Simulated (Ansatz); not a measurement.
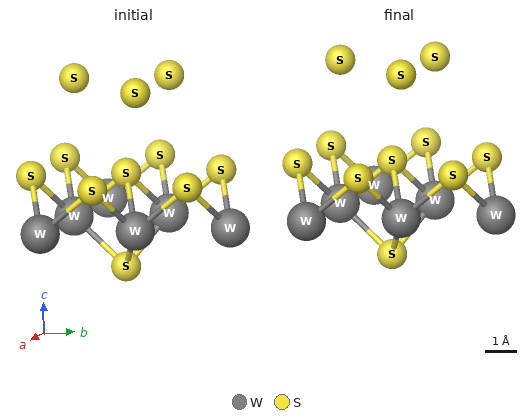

The structure of a crystal of WS$_{2}$ (set up in R3m) before (left) and after (right) a relaxation, at one scale.

A ball-and-stick model of the atoms within 4.2 Å of the atom that moves most (axes of the conventional cell (3 times the calculation's cell)), seen slightly off an axis. Lengths and directions refer to the drawn axes.

These are results of Ansatz 0.2.0, DFT PBEsol, scalar-relativistic, plane waves, PAW, not measurements.

Input file:
```yaml
crystal:
  lattice:
    - [1.5790003843, 0.9116362969, 6.16333]
    - [-1.5790003843, 0.9116362969, 6.16333]
    - [0.0, -1.8232725938, 6.16333]
  atoms:
    - { symbol: W, position: [0.0, 0.0, 0.0] }
    - { symbol: S, position: [0.7503, 0.7503, 0.7503] }
    - { symbol: S, position: [0.581, 0.581, 0.581] }
basis:
  ecutwfc: 420
kpoints:
  mp_grid: { grid: [12, 12, 12] }
hamiltonian:
  xc: pbesol
scf:
  occupations: { method: gaussian, width: 0.02 }
output:
  forces: true
  stress: true
  eigenvalues: true
  write_density: true
  write_potential: true
  elf: true
  volumetric_format: npy
relax:
  adjacent_minimum: "off"
  f_tol: 0.005
  max_steps: 80
  cell: { stress_tol: 0.05 }
```

Launched with:
```bash
ansatz run input.yaml --threads 2 --pin off --max-ram 6144MiB --backend cpu --events-out ev --progress --plain --runs-dir out
```

Summarise the run.

Answer. Over 4 accepted moves (5 points after the start) the energy falls by 3.5 meV per atom. The largest force component goes from 0.6 to 0.00058 eV/Å. Pressure: −0.63 GPa at the start and −0.01 GPa at the end. The SCF was repeated once at an unchanged geometry on a basis and grid sized afresh for the cell, which shifted the energy by 0.1 meV per atom at most. The largest move relative to the cell is that of S3, 0.057 Å along −c. By element the largest moves are S 0.057 Å, W 0.013 Å. Cell: a = b 3.158 → 3.148 Å (−0.3 %), c 18.490 → 19.111 Å (+3.4 %). Volume +2.7 %. Near-neighbour distances that change, for instance: W1–S3 2.415 → 2.399 Å, W1–W1 3.158 → 3.148 Å, W1–S2 2.391 → 2.399 Å. The space group stays R3m (No. 160).
